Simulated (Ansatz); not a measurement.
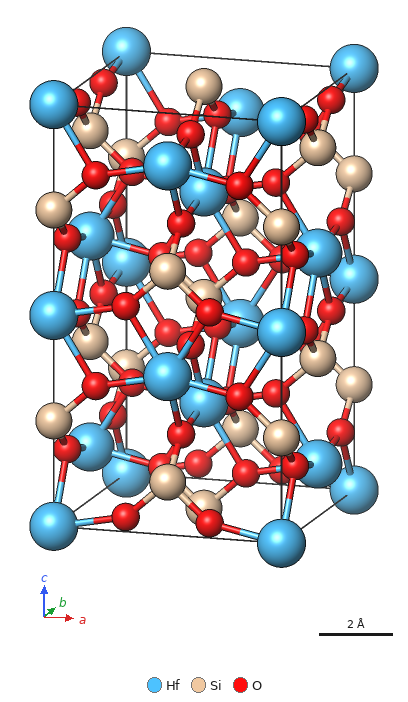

*The structure (ball-and-stick view of the cell of the calculation, seen slightly off an axis). An atom can appear more than once, as a periodic image.*

# HfSiO4: single-point calculation (part 1 of 2)

- system: HfSiO4 (I4₁/amd, 48 atoms in the cell)
- method: DFT PBE, scalar-relativistic, plane waves, PAW, no spin polarisation (Ansatz 0.2.0)

The structure derives from an entry of the Crystallography Open Database.

The input
```yaml
crystal:
  lattice:
    - [6.5725, 0.0, 0.0]
    - [0.0, 6.5725, 0.0]
    - [0.0, 0.0, 11.9264]
  atoms:
    - { symbol: Hf, position: [0.0, 0.5, 0.125] }
    - { symbol: Hf, position: [0.5, 0.0, 0.375] }
    - { symbol: Hf, position: [0.0, 0.5, 0.625] }
    - { symbol: Hf, position: [0.5, 0.0, 0.875] }
    - { symbol: Hf, position: [0.0, 0.0, 0.0] }
    - { symbol: Hf, position: [0.0, 0.0, 0.5] }
    - { symbol: Hf, position: [0.5, 0.5, 0.25] }
    - { symbol: Hf, position: [0.5, 0.5, 0.75] }
    - { symbol: Si, position: [0.5, 0.0, 0.125] }
    - { symbol: Si, position: [0.0, 0.5, 0.375] }
    - { symbol: Si, position: [0.5, 0.0, 0.625] }
    - { symbol: Si, position: [0.0, 0.5, 0.875] }
    - { symbol: Si, position: [0.0, 0.0, 0.25] }
    - { symbol: Si, position: [0.5, 0.5, 0.0] }
    - { symbol: Si, position: [0.0, 0.0, 0.75] }
    - { symbol: Si, position: [0.5, 0.5, 0.5] }
    - { symbol: O, position: [0.0, 0.8155, 0.1599] }
    - { symbol: O, position: [0.5, 0.3155, 0.4099] }
    - { symbol: O, position: [0.0, 0.8155, 0.6599] }
    - { symbol: O, position: [0.5, 0.3155, 0.9099] }
    - { symbol: O, position: [0.6845, 0.0, 0.0349] }
    - { symbol: O, position: [0.1845, 0.5, 0.2849] }
    - { symbol: O, position: [0.6845, 0.0, 0.5349] }
    - { symbol: O, position: [0.1845, 0.5, 0.7849] }
    - { symbol: O, position: [0.0, 0.1845, 0.1599] }
    - { symbol: O, position: [0.0, 0.1845, 0.6599] }
    - { symbol: O, position: [0.5, 0.6845, 0.4099] }
    - { symbol: O, position: [0.5, 0.6845, 0.9099] }
    - { symbol: O, position: [0.3155, 0.0, 0.0349] }
    - { symbol: O, position: [0.3155, 0.0, 0.5349] }
    - { symbol: O, position: [0.8155, 0.5, 0.2849] }
    - { symbol: O, position: [0.8155, 0.5, 0.7849] }
    - { symbol: O, position: [0.5, 0.1845, 0.2151] }
    - { symbol: O, position: [0.0, 0.6845, 0.4651] }
    - { symbol: O, position: [0.5, 0.1845, 0.7151] }
    - { symbol: O, position: [0.0, 0.6845, 0.9651] }
    - { symbol: O, position: [0.1845, 0.0, 0.3401] }
    - { symbol: O, position: [0.6845, 0.5, 0.0901] }
    - { symbol: O, position: [0.1845, 0.0, 0.8401] }
    - { symbol: O, position: [0.6845, 0.5, 0.5901] }
    - { symbol: O, position: [0.0, 0.3155, 0.4651] }
    - { symbol: O, position: [0.5, 0.8155, 0.2151] }
    - { symbol: O, position: [0.0, 0.3155, 0.9651] }
    - { symbol: O, position: [0.5, 0.8155, 0.7151] }
    - { symbol: O, position: [0.3155, 0.5, 0.0901] }
    - { symbol: O, position: [0.8155, 0.0, 0.3401] }
    - { symbol: O, position: [0.3155, 0.5, 0.5901] }
    - { symbol: O, position: [0.8155, 0.0, 0.8401] }
basis:
  ecutwfc: 420
  fft_grid_basis: typed
kpoints:
  mp_grid: { grid: [2, 2, 1] }
hamiltonian:
  xc: pbe
  pseudopotentials: { kind: paw }
scf:
  occupations: { method: gaussian, width: 0.05 }
output:
  forces: true
  stress: false
  eigenvalues: true
  bader: false
  write_density: true
  volumetric_format: npy
```

Run on 4 threads of Arm Neoverse V2, 24 GiB of memory available, shared host.

Command:
```bash
ansatz run input.yaml --threads 4 --pin off --max-ram 10240MiB --backend cpu --events-out ev --progress --plain --runs-dir out
```

Log
```
Engine: ansatz 0.2.0, aarch64-unknown-linux-gnu
Pseudopotentials: kind: paw
Pseudopotential: Hf, paw, valence charge 26, recommended cutoff 420 eV (normal), Hf.paw.azcp
Pseudopotential: Si, paw, valence charge 4, recommended cutoff 420 eV (normal), Si.paw.azcp
Pseudopotential: O, paw, valence charge 6, recommended cutoff 420 eV (normal), O.paw.azcp
Functional definition: PBE
  parameter kappa = 0.804
  parameter beta = 0.06672455060314922
  exchange = pbe_x(kappa = kappa, mu = beta*pi^2/3)
  correlation = pbe_c(beta = beta)
Crystal: 48 atoms, lattice volume = 515.194 Å³
Basis set: ecut = 420 eV, 10083 PW (Γ), exchange–correlation on 90×90×160 points (8 copies of the dense FFT grid, shifted against one another)
Bands: 264, of which v1, the nominal top of the filled ones, is band 216 counted from 1 (215 counted from 0)
Symmetry: 64 space group operations
Space group: I41/amd (ITA 141), of the structure as read, at distance tolerance 8.0e-5 Å
k-points: 3 of 4
Non-local potential: Hf, projectors of the file, l = 0: 3, l = 1: 2, l = 2: 2, l = 3: 3
Non-local potential: Si, projectors of the file, l = 0: 2, l = 1: 2, l = 2: 2
Non-local potential: O, projectors of the file, l = 0: 2, l = 1: 2, l = 2: 1
PAW form: soft (Blöchl's): semilocal exchange-correlation on the pseudo side does not see the compensation charge
PAW one-centre angular grid: Hf, 590 points (default); XC on 64 Gauss nodes
PAW one-centre angular grid: Si, 110 points (default); XC on 64 Gauss nodes
PAW one-centre angular grid: O, 110 points (default); XC on 64 Gauss nodes
Initial density: superposition of atomic densities (neutral atoms: chi_scale 0, normalization atom), corrected by the library's trained network
Initial wavefunctions: pseudopotential atomic-orbital guess
Functional: x = pbe(κ = 0.804, μ = 0.2195149727645171), c = pbe(β = 0.06672455060314922)
SCF iter   1: F=—  HF=-149086.519241 eV  |F-HF|=—  |Δ(HF+E_count)|=         —  Δρ=1.99e-3  dr2=1.24e-2  ethr=1.77e-3  ⟨swp⟩=6.3  Hψ=3173  notcnv=0  defer=18
preconditioner: auto → Resta (q_TF=auto, 2.649 Å⁻¹)  ε∞=4.6  [insulator: Δε(μ)=5.445 eV  Ē_g=17.687 eV  σ=0.050 eV  W_gap=1.00  n_scr=150 (ndim 8)  ℏωp=33.4 eV  f_vac=0.043  D(μ)=0.00/eV (n_scr^D=0)  ε∞_Penn≈4.6]
SCF iter   2: F=—  HF=-149086.525016 eV  |F-HF|=—  |Δ(HF+E_count)|=   5.78e-3  Δρ=1.13e-3  dr2=3.39e-3  ethr=2.88e-6  ⟨swp⟩=2.0  Hψ=1485  notcnv=0  defer=40
SCF iter   3: F=—  HF=-149086.528191 eV  |F-HF|=—  |Δ(HF+E_count)|=   3.17e-3  Δρ=2.36e-4  dr2=4.52e-4  ethr=7.85e-7  ⟨swp⟩=2.0  Hψ=1287  notcnv=0  defer=10
automatic band count: iteration 3 solves 250 bands in place of 264: the levels show a gap, and the empty bands left out lie too high to hold charge; the band table lists the bands solved (type scf.n_extra_bands for more)
SCF iter   4: F=—  HF=-149086.528249 eV  |F-HF|=—  |Δ(HF+E_count)|=   5.82e-5  Δρ=1.20e-4  dr2=8.09e-5  ethr=1.05e-7  ⟨swp⟩=2.0  Hψ=1307  notcnv=0  defer=10
SCF iter   5: F=—  HF=-149086.527698 eV  |F-HF|=—  |Δ(HF+E_count)|=   5.51e-4  Δρ=5.71e-5  dr2=2.27e-5  ethr=1.87e-8  ⟨swp⟩=2.0  Hψ=1220  notcnv=0  defer=10
SCF iter   6: F=—  HF=-149086.527702 eV  |F-HF|=—  |Δ(HF+E_count)|=   4.10e-6  Δρ=1.95e-5  dr2=2.16e-6  ethr=5.26e-9  ⟨swp⟩=2.0  Hψ=1125  notcnv=0  defer=10
SCF iter   7: F=—  HF=-149086.527703 eV  |F-HF|=—  |Δ(HF+E_count)|=   1.03e-6  Δρ=9.02e-6  dr2=4.02e-7  ethr=5.01e-10  ⟨swp⟩=2.0  Hψ=1222  notcnv=0  defer=10
SCF iter   8: F=-149086.527703 eV  HF=-149086.527703 eV  |F-HF|=8.59e-9  |Δ(HF+E_count)|=   5.55e-8  Δρ=2.61e-6  dr2=4.73e-8  ethr=2.31e-11  ⟨swp⟩=8.7  Hψ=3027  notcnv=0
SCF 1 converged in 8 iterations: F = -149086.527703 eV  dr2 = 4.73e-8
  greatest PAW one-centre occupation: 0.999 electrons in one spin orbital (limit 2), on the Hf atom at site 7 (counted from 0), in its partial waves of l = 0
```

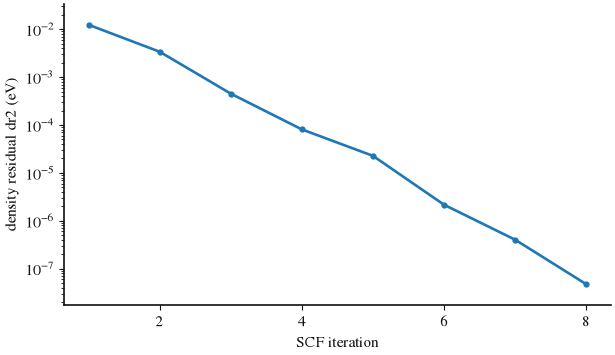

*Convergence of the self-consistent field: density residual dr2 against the SCF iteration.*

The residual falls at every step.

```
SCF converged after 8 iterations
Free energy (F): -149086.527703 eV
Harris-Foulkes:  -149086.527703 eV  (|F-HF|=8.59e-9)
Internal energy: -149086.527703 eV  (E = F + TS)
E sigma→0 (E₀):  -149086.527703 eV
Fermi energy:    12.818034 eV
--- Per-component energies (eV) ---
  E_band       = -819.918787
  E_kinetic    = 9406.681130
  E_local      = -63744.748393  (includes V_loc(G=0)·N_el)
  E_nonlocal   = -8208.675171
  E_hartree    = 28522.349520
  E_xc         = -5223.146605
  E_vxc        = -5544.566851  (∫ρ·V_xc dr)
  E_paw        = -64593.421730  (= ΣΔE_a)
  E_vpaw       = 10226.610289  (= ΣTr[D̂ρ^β])
  E_aug_tail   = 0.080146  (compensation charges beyond the density's cutoff)
  E_ewald      = -45245.646601
  E_smearing   = -0.000000  (= −TS)
  E_closure    = 0.000000  (closes the sum)
  Σ components = -149086.527703   (vs F -149086.527703, Δ=0.00e0)
--- Forces (eV/Å), atoms counted from 1 ---
  atom   1  Hf     0.00000000    -0.00000000    -0.00000000
  atom   2  Hf    -0.00000000    -0.00000000    -0.00000000
  atom   3  Hf     0.00000000    -0.00000000    -0.00000000
  atom   4  Hf    -0.00000000    -0.00000000    -0.00000000
  atom   5  Hf    -0.00000000    -0.00000000    -0.00000000
  atom   6  Hf    -0.00000000    -0.00000000    -0.00000000
  atom   7  Hf    -0.00000000    -0.00000000     0.00000000
  atom   8  Hf    -0.00000000    -0.00000000     0.00000000
  atom   9  Si     0.00000000     0.00000000     0.00000000
  atom  10  Si     0.00000000     0.00000000    -0.00000000
  atom  11  Si     0.00000000     0.00000000     0.00000000
  atom  12  Si     0.00000000     0.00000000    -0.00000000
  atom  13  Si     0.00000000     0.00000000     0.00000000
  atom  14  Si     0.00000000     0.00000000    -0.00000000
  atom  15  Si     0.00000000     0.00000000     0.00000000
  atom  16  Si     0.00000000     0.00000000    -0.00000000
  atom  17  O     -0.00000000    -0.27662056    -0.17632897
  atom  18  O     -0.00000000    -0.27662056    -0.17632897
  atom  19  O     -0.00000000    -0.27662056    -0.17632897
  atom  20  O     -0.00000000    -0.27662056    -0.17632897
  atom  21  O      0.27662056    -0.00000000    -0.17632897
  atom  22  O      0.27662056    -0.00000000    -0.17632897
  atom  23  O      0.27662056    -0.00000000    -0.17632897
  atom  24  O      0.27662056    -0.00000000    -0.17632897
  atom  25  O     -0.00000000     0.27662056    -0.17632897
  atom  26  O     -0.00000000     0.27662056    -0.17632897
  atom  27  O     -0.00000000     0.27662056    -0.17632897
  atom  28  O     -0.00000000     0.27662056    -0.17632897
  atom  29  O     -0.27662056    -0.00000000    -0.17632897
  atom  30  O     -0.27662056    -0.00000000    -0.17632897
  atom  31  O     -0.27662056     0.00000000    -0.17632897
  atom  32  O     -0.27662056     0.00000000    -0.17632897
  atom  33  O     -0.00000000     0.27662056     0.17632897
  atom  34  O     -0.00000000     0.27662056     0.17632897
  atom  35  O     -0.00000000     0.27662056     0.17632897
  atom  36  O     -0.00000000     0.27662056     0.17632897
  atom  37  O      0.27662056    -0.00000000     0.17632897
  atom  38  O      0.27662056    -0.00000000     0.17632897
  atom  39  O      0.27662056    -0.00000000     0.17632897
  atom  40  O      0.27662056    -0.00000000     0.17632897
  atom  41  O     -0.00000000    -0.27662056     0.17632897
  atom  42  O     -0.00000000    -0.27662056     0.17632897
  atom  43  O      0.00000000    -0.27662056     0.17632897
  atom  44  O      0.00000000    -0.27662056     0.17632897
  atom  45  O     -0.27662056     0.00000000     0.17632897
  atom  46  O     -0.27662056     0.00000000     0.17632897
  atom  47  O     -0.27662056     0.00000000     0.17632897
  atom  48  O     -0.27662056     0.00000000     0.17632897
  max |Σ_I F_I| component: 1.44e-15 eV/Å
--- Band table (eV) ---
```
